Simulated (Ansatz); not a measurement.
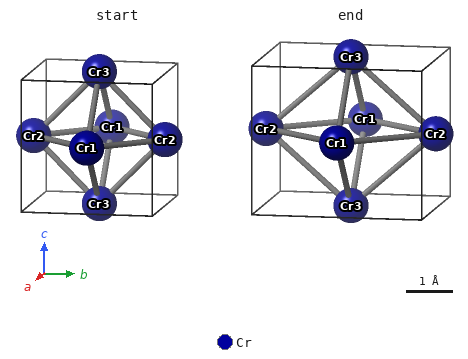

The structure of solid Cr (a generated structure, set up in Pm-3m) (coarse preliminary run) before (left) and after (right) a relaxation, at one scale.

Style: ball-and-stick. Shown: the cell of the calculation, slightly off an axis.

These are results of DFT PBE, scalar-relativistic, plane waves, PAW in Ansatz 0.2.0, not measurements.

Input
```yaml
crystal:
  lattice:
    - [2.90897668, 0.0, 0.0]
    - [0.0, 2.90897668, 0.0]
    - [0.0, 0.0, 2.90897668]
  atoms:
    - { symbol: Cr, position: [0.0, 0.5, 0.5], spin: 3.0 }
    - { symbol: Cr, position: [0.5, 0.0, 0.5], spin: -3.0 }
    - { symbol: Cr, position: [0.5, 0.5, 0.0], spin: 3.0 }
basis:
  ecutwfc: 420
kpoints:
  mp_grid: { grid: [6, 6, 6] }
hamiltonian:
  xc: pbe
scf:
  occupations: { method: gaussian, width: 0.1 }
  lower_state_search: "off"
output:
  forces: true
  stress: true
  eigenvalues: true
  populations: true
magnetization:
  spin_polarized: true
relax:
  adjacent_minimum: "off"
  f_tol: 0.04
  max_steps: 70
  cell: { stress_tol: 0.4 }
```

Launched with:
```bash
ansatz run input.yaml --threads 1 --pin off --max-ram 2560MiB --backend cpu --events-out ev --progress --plain --runs-dir out
```

Question: What changed between the two?

Answer: No atom moves by more than 0.005 Å relative to the cell. The drawn cell changes as follows: a = c 2.909 → 3.280 Å (+12.8 %), b 2.909 → 3.761 Å (+29.3 %); the volume changes by +64.4 %. Near-neighbour distances that change, for instance: Cr1–Cr2 2.057 → 2.495 Å, Cr1–Cr3 2.057 → 2.319 Å. The space group (tolerance 0.01 Å) goes from Pm-3m (No. 221) to P4/mmm (No. 123). The energy falls by 7.784 eV per cell of the calculation in 13 accepted moves (16 points after the start). All forces vanish by symmetry, so only the cell relaxes. Pressure: 233.63 GPa at the start and 0.12 GPa at the end. The SCF was repeated 3 times at an unchanged geometry on a basis and grid sized afresh for the cell, which shifted the energy by 0.352 eV per cell of the calculation at most. The program noted that the starting moments weren't kept. The run may lie on a higher electronic state than the lowest, so the end point isn't shown to be the ground-state structure.
